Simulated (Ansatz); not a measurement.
# BiSBr (Pnma): band gap by G0W0 on LDA, part 2 of 2

Aim: the quasiparticle gap of BiSBr (Pnma), starting from LDA.

Ansatz 0.2.0; LDA, then G0W0 on it, plane waves, PAW. Known limits of the many-body steps: finite bands, screening cutoff and k mesh; no spin-orbit coupling in G0W0.

So far. Step 2 (Bands along the symmetry lines): Over mesh and path the gap is 1.780 eV, from k = (0.000, 0.167, 0.000) to k = (0.250, 0.000, 0.250). The least direct gap found is 1.860 eV, at k = (0.250, 0.000, 0.250).

### Step 3. One-shot GW

G0W0 replaces the xc potential by a self-energy built once from the orbitals of the start. Levels are corrected in the window of bands that the input names, at points of the mesh.

This step: G0W0 on LDA, plane waves, PAW.

The input, input.yaml:

```yaml
crystal:
  lattice:
    - [8.02, 0.0, 0.0]
    - [0.0, 4.01, 0.0]
    - [0.0, 0.0, 9.7]
  atoms:
    - { symbol: Bi, position: [0.141885714, 0.25, 0.8674987725] }
    - { symbol: Bi, position: [0.858114286, 0.75, 0.1325012275] }
    - { symbol: Bi, position: [0.641885714, 0.25, 0.6325012275] }
    - { symbol: Bi, position: [0.358114286, 0.75, 0.3674987725] }
    - { symbol: S, position: [0.8305587158, 0.25, 0.9468519164] }
    - { symbol: S, position: [0.1694412842, 0.75, 0.0531480836] }
    - { symbol: S, position: [0.3305587158, 0.25, 0.5531480836] }
    - { symbol: S, position: [0.6694412842, 0.75, 0.4468519164] }
    - { symbol: Br, position: [0.5142157506, 0.25, 0.174430229] }
    - { symbol: Br, position: [0.4857842494, 0.75, 0.825569771] }
    - { symbol: Br, position: [1.0142157506, 0.25, 0.325569771] }
    - { symbol: Br, position: [-0.0142157506, 0.75, 0.674430229] }
kpoints:
  mp_grid: { grid: [2, 6, 2] }
hamiltonian:
  xc: lda
  pseudopotentials: { kind: paw, source: ansatz }
scf:
  occupations: { method: fixed }
gw:
  n_empty_bands: 708
  ecut_chi: 100.0
  qp_bands: [v4, c4]
  qp_kpoints: band_edges
  screening: { model: contour_deformation }
```

Started as:

```console
$ ansatz run input.yaml --threads 16 --pin off --max-ram 82944MiB --backend cuda --events-out ev --progress --plain --runs-dir out --devices 1 --max-vram 78GiB
```

Numbers of over 12 decimals in the logs are rounded to 6 here.

The log of the run:

```text
GPUs: using 1 of 1 available (devices: 1).
[...]
Crystal: 12 atoms, lattice volume = 311.954 Å³
Basis set: ecut = 680 eV, 12575 PW (Γ)
Bands: 111, of which v1, the nominal top of the filled ones, is band 92 counted from 1 (91 counted from 0)
Symmetry: 8 space group operations
[...]
k-points: 16 of 24
[...]
SCF iter   1: F=—  HF=-90726.474263 eV  |F-HF|=—  |Δ(HF+E_count)|=         —  Δρ=7.49e-2  dr2=4.97e1  ethr=3.10e-3  ⟨swp⟩=5.0  Hψ=5666  notcnv=0  defer=250
[...]
SCF iter   9: F=-90715.126858 eV  HF=-90715.126858 eV  |F-HF|=1.86e-9  |Δ(HF+E_count)|=   1.78e-7  Δρ=4.95e-6  dr2=9.00e-8  ethr=5.43e-11  ⟨swp⟩=13.4  Hψ=9911  notcnv=0
SCF 1 converged in 9 iterations: F = -90715.126858 eV  dr2 = 9.00e-8
[...]
NSCF: frozen V_eff on 16 k-points
[...]
SCF converged after 9 iterations
[...]
7    96     10.9139   -10.1652    -3.6550   -14.3746  0.7795    11.4727    11.4684  root
     8    89      7.8941   -18.5532     1.9647   -16.2945  0.7462     7.5986     7.6001  root
     8    90      7.8941   -18.5532     1.9647   -16.2945  0.7462     7.5986     7.6001  root
     8    91      7.9996   -18.5496     2.1913   -16.0449  0.7385     7.6844     7.6861  root
     8    92      7.9996   -18.5496     2.1913   -16.0449  0.7385     7.6844     7.6861  root
     8    93     10.4194   -10.6675    -3.4600   -14.6636  0.7808    10.9594    10.9555  root
     8    94     10.4194   -10.6675    -3.4600   -14.6636  0.7808    10.9594    10.9555  root
     8    95     10.7143    -9.9060    -3.5742   -14.0112  0.7768    11.2493    11.2454  root
     8    96     10.7143    -9.9060    -3.5742   -14.0112  0.7768    11.2493    11.2454  root
     9    89      7.6130   -18.7641     2.0494   -16.4004  0.7450     7.2969     7.2987  root
     9    90      7.6130   -18.7641     2.0494   -16.4004  0.7450     7.2969     7.2987  root
     9    91      7.8411   -18.5889     2.1331   -16.1400  0.7422     7.5235     7.5253  root
     9    92      7.8411   -18.5889     2.1331   -16.1400  0.7422     7.5235     7.5253  root
     9    93      9.9974   -10.1232    -3.3800   -14.0172  0.7870    10.5144    10.5113  root
     9    94      9.9974   -10.1232    -3.3800   -14.0172  0.7870    10.5144    10.5113  root
     9    95     10.9190    -9.7623    -3.6341   -13.9134  0.7765    11.4398    11.4359  root
     9    96     10.9190    -9.7623    -3.6341   -13.9134  0.7765    11.4398    11.4359  root
    10    89      7.6549   -18.6399     2.0676   -16.2536  0.7449     7.3344     7.3363  root
    10    90      7.6549   -18.6399     2.0676   -16.2536  0.7449     7.3344     7.3363  root
    10    91      7.7974   -18.1395     2.0461   -15.8198  0.7388     7.5225     7.5238  root
    10    92      7.7974   -18.1395     2.0461   -15.8198  0.7388     7.5225     7.5238  root
    10    93     10.1257   -10.0084    -3.3954   -13.9263  0.7841    10.6515    10.6482  root
    10    94     10.1257   -10.0084    -3.3954   -13.9263  0.7841    10.6515    10.6482  root
    10    95     10.9871   -10.4112    -3.6327   -14.6103  0.7756    11.5583    11.5534  root
    10    96     10.9871   -10.4112    -3.6327   -14.6103  0.7756    11.5583    11.5534  root
    11    89      7.6915   -18.7661     2.0964   -16.3641  0.7424     7.3841     7.3858  root
    11    90      7.6915   -18.7661     2.0964   -16.3641  0.7424     7.3841     7.3858  root
    11    91      7.8450   -17.9994     1.8060   -15.9648  0.7431     7.6157     7.6165  root
    11    92      7.8450   -17.9994     1.8060   -15.9648  0.7431     7.6157     7.6165  root
    11    93     10.5834   -10.5651    -3.5224   -14.6294  0.7783    11.1293    11.1252  root
    11    94     10.5834   -10.5651    -3.5224   -14.6294  0.7783    11.1293    11.1252  root
    11    95     11.0931   -10.5076    -3.5996   -14.6656  0.7711    11.6564    11.6514  root
    11    96     11.0931   -10.5076    -3.5996   -14.6656  0.7711    11.6564    11.6514  root
    13    89      7.5030   -18.7923     2.3043   -16.1211  0.7401     7.1334     7.1361  root
    13    90      7.5030   -18.7923     2.3043   -16.1211  0.7401     7.1334     7.1361  root
    13    91      7.7814   -18.5422     1.9513   -16.3151  0.7445     7.5042     7.5055  root
    13    92      7.7814   -18.5422     1.9513   -16.3151  0.7445     7.5042     7.5055  root
    13    93     10.8799   -10.2246    -3.6042   -14.3641  0.7745    11.4195    11.4153  root
    13    94     10.8799   -10.2246    -3.6042   -14.3641  0.7745    11.4195    11.4153  root
    13    95     11.4608   -10.8642    -3.7113   -15.1512  0.7648    12.0425    12.0365  root
[...]
14    93     11.2044   -10.2043    -3.7068   -14.4756  0.7733    11.7738    11.7689  root
    14    94     11.2044   -10.2043    -3.7068   -14.4756  0.7733    11.7738    11.7689  root
    14    95     11.2044   -10.2043    -3.7068   -14.4756  0.7733    11.7738    11.7689  root
    14    96     11.2044   -10.2043    -3.7068   -14.4756  0.7733    11.7738    11.7689  root
    15    89      7.4814   -18.7711     2.2701   -16.1434  0.7402     7.1213     7.1238  root
    15    90      7.4814   -18.7711     2.2701   -16.1434  0.7402     7.1213     7.1238  root
    15    91      7.4814   -18.7711     2.2701   -16.1434  0.7402     7.1213     7.1238  root
    15    92      7.4814   -18.7711     2.2701   -16.1434  0.7402     7.1213     7.1238  root
    15    93     11.2053    -9.9611    -3.7181   -14.2314  0.7715    11.7624    11.7574  root
    15    94     11.2053    -9.9611    -3.7181   -14.2314  0.7715    11.7624    11.7574  root
    15    95     11.2053    -9.9611    -3.7181   -14.2314  0.7715    11.7624    11.7574  root
    15    96     11.2053    -9.9611    -3.7181   -14.2314  0.7715    11.7624    11.7574  root
```

The job ended after 63 s (1 × NVIDIA GB200 (shared by 2 runs) with 16 threads of Arm Neoverse V2, shared host; peak memory 6.4 GiB).

This step gave:

```yaml
bands_summed: 800
rpa_eps_infinity_on_this_mesh_eigenvalues: 7.763, 8.712, 10.26
plane_waves_in_the_screening_matrix: 729
q_points_in_the_mesh: 24
g0w0_gap_over_the_corrected_points: 2.521 eV
k_of_the_valence_top: 0, 0.1667, 0
k_of_the_conduction_bottom: 0, 0, 0
starting_gap_on_the_mesh: 1.889 eV
z_at_the_valence_top: 0.7460
z_at_the_conduction_bottom: 0.7812
least_direct_g0w0_gap_over_the_corrected_points: 2.638 eV
```

Over 15 of 16 irreducible mesh points the G0W0 gap is 2.521 eV, from k = (0.000, 0.167, 0.000) to k = Γ. The LDA gap of this run on the mesh is 1.889 eV. The two states that bound the G0W0 gap lie that far apart at the start, so the correction of the gap is 2.521 − 1.889 = +0.632 eV. The start of this run differs from the step before in mesh (4×6×4 and 2×6×2), files (soft_2 PAW and hard PAW) and plane-wave cutoff (420 eV and 680 eV).

Labels follow the order of the start: v1 is the top filled band, c1 the lowest empty one; levels that stay degenerate share a row, the window can cut a multiplet, doubted levels are not marked in this list, bands outside the window were not corrected, and the list may be a part of the corrected levels. The levels before and after the correction (eV, zero at the valence-band top of each column):

|  | conduction bottom | valence top |
| --- | --- | --- |
| Kohn-Sham | 1.89 | 0.00 |
| G0W0 | 2.52 | 0.00 |

|  | level | occupation | energy (eV) |
| --- | --- | --- | --- |
| Kohn-Sham | Γ v3 | 2 | -0.432 |
| Kohn-Sham | Γ v2 | 2 | -0.415 |
| Kohn-Sham | Γ v1 | 2 | -0.084 |
| Kohn-Sham | Γ c1 | 0 | 1.889 |
| Kohn-Sham | Γ c2 | 0 | 2.353 |
| Kohn-Sham | Γ c3 | 0 | 2.778 |
| Kohn-Sham | (0 0.167 0) v3 | 2 | -0.356 |
| Kohn-Sham | (0 0.167 0) v2 | 2 | -0.347 |
| Kohn-Sham | (0 0.167 0) v1 | 2 | 0.000 |
| Kohn-Sham | (0 0.167 0) c1 | 0 | 2.494 |
| Kohn-Sham | (0 0.167 0) c2 | 0 | 2.839 |
| Kohn-Sham | (0 0.167 0) c3 | 0 | 2.918 |
| G0W0 | Γ v3 | 2 | -0.479 |
| G0W0 | Γ v2 | 2 | -0.529 |
| G0W0 | Γ v1 | 2 | -0.117 |
| G0W0 | Γ c1 | 0 | 2.521 |
| G0W0 | Γ c2 | 0 | 3.048 |
| G0W0 | Γ c3 | 0 | 3.489 |
| G0W0 | (0 0.167 0) v3 | 2 | -0.473 |
| G0W0 | (0 0.167 0) v2 | 2 | -0.438 |
| G0W0 | (0 0.167 0) v1 | 2 | 0.000 |
| G0W0 | (0 0.167 0) c1 | 0 | 3.197 |
| G0W0 | (0 0.167 0) c2 | 0 | 3.579 |
| G0W0 | (0 0.167 0) c3 | 0 | 3.681 |

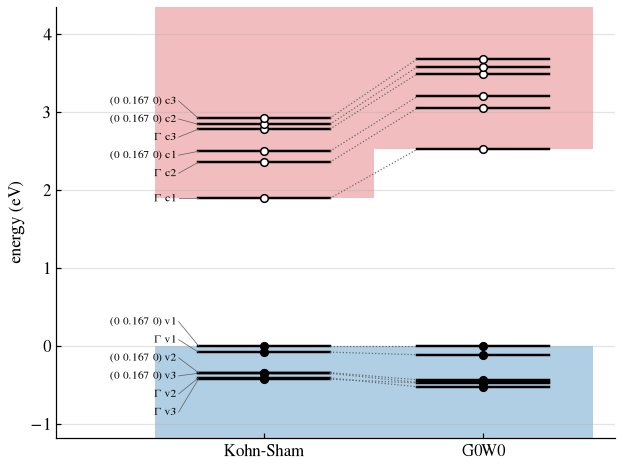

Levels before and after the correction. Shaded: valence and conduction bands. Filled marks are occupied levels, open marks empty ones.

The parts of the quasiparticle energy for the two states that bound the G0W0 gap, in eV on the run's own scale (QP = start + Σx + Σc − Vxc, with Σc at the quasiparticle energy):

| edge | k | band | start | Σx | Σc | Vxc | Z | QP |
| --- | --- | --- | --- | --- | --- | --- | --- | --- |
| valence top | (0.000, 0.167, 0.000) | 92 | 8.067 | −17.690 | 1.591 | −15.912 | 0.746 | 7.881 |
| conduction bottom | Γ | 93 | 9.956 | −10.633 | −3.126 | −14.205 | 0.781 | 10.402 |

### Step 4. The runs together

Each gap is the least one over the points named; times are wall times on shared hosts, not benchmarks. A G0W0 time includes the run's own self-consistent start.

| level | mesh | files, cutoff | bands summed, screening | points | gap (eV) | valence top | conduction bottom | least direct gap (eV) | time |
| --- | --- | --- | --- | --- | --- | --- | --- | --- | --- |
| LDA | 4×6×4 | soft_2 PAW, 420 eV | - | mesh and path | 1.780 | (0.000, 0.167, 0.000) | (0.250, 0.000, 0.250) | 1.860 | 2.3 s |
| G0W0@LDA | 2×6×2 | hard PAW, 680 eV | 800, 100 eV | 15 of 16 irreducible mesh points | 2.521 | (0.000, 0.167, 0.000) | Γ | 2.638 | 63 s |

### Step 5. Summary of results

```json
{
 "LDA gap over mesh and path": "1.780 eV, from k = (0.000, 0.167, 0.000) to k = (0.250, 0.000, 0.250)",
 "G0W0@LDA gap over 15 of 16 irreducible mesh points": "2.521 eV, from k = (0.000, 0.167, 0.000) to k = Γ",
 "GW settings": "2×6×2 mesh, 708 empty bands, screening to 100 eV, hard PAW files",
 "known limits": "finite bands, screening cutoff and k mesh; no spin-orbit coupling in G0W0"
}
```

**Reading.** Over 15 of 16 irreducible mesh points the G0W0 gap is 2.521 eV, from k = (0.000, 0.167, 0.000) to k = Γ. The LDA gap of this run on the mesh is 1.889 eV. The two states that bound the G0W0 gap lie that far apart at the start, so the correction of the gap is 2.521 − 1.889 = +0.632 eV. The valence state moves by 7.881 − 8.067 = −0.186 eV and the conduction state by 10.402 − 9.956 = +0.446 eV, on the run's own scale; how far single levels stand from their limit in bands is not shown. Over mesh and path, LDA puts the conduction bottom at k = (0.250, 0.000, 0.250), where no G0W0 correction was computed. The G0W0 gap over the whole zone is therefore not known from this run; at its settings it can only be equal to or under the 2.521 eV found, and no correction is carried over from another point. For the start itself the gap is 1.780 eV over mesh and path and 1.889 eV on the mesh of the G0W0 run, in runs that differ in mesh (4×6×4 and 2×6×2), files (soft_2 PAW and hard PAW) and plane-wave cutoff (420 eV and 680 eV). No second run with other bands and screening cutoff is shown, so the distance to the basis limit is not known. The G0W0 runs are scalar-relativistic; no run with spin-orbit coupling is shown, so its effect in this cell, which holds Bi, is not known. No pair of G0W0 runs that differ in the mesh alone is shown (2×6×2 is a supercell whose nearest images lie 16 Å apart), so the error from the mesh is not known here. G0W0 is shown with one set of atomic data (hard PAW), so the error from the files is not known here.

[Paths, hosts, dates, memory and timing lines, banners, echoed tables and standing remarks are left out of the program output.]

[Logs are printed without paths, hosts, clocks, repeated set-up lines and the standing remarks that a program may print on its own settings, such as how far it seeks lower states.]

[Runs of the session that timed out or met a known fault of the program may be left out.]

[Cells called generated may have been cut or substituted from an entry of the Crystallography Open Database or the Materials Project.]

[Hosts, paths, dates, database ids (printed as entryN), source tags and the programs' standing remarks are cut or masked in the printed files.]

[Where an RPA ε∞ is given, it is that of the G0W0 mesh and is not shown converged in it. Names of k-points follow the symmetry that the program found, which can be lower than the space group named. Band edges on a path are those of the sampled points; other points can move an edge, and change direct to indirect where valleys lie close.]

[Hybrid gaps are those of their k-mesh and are not shown converged in it.]
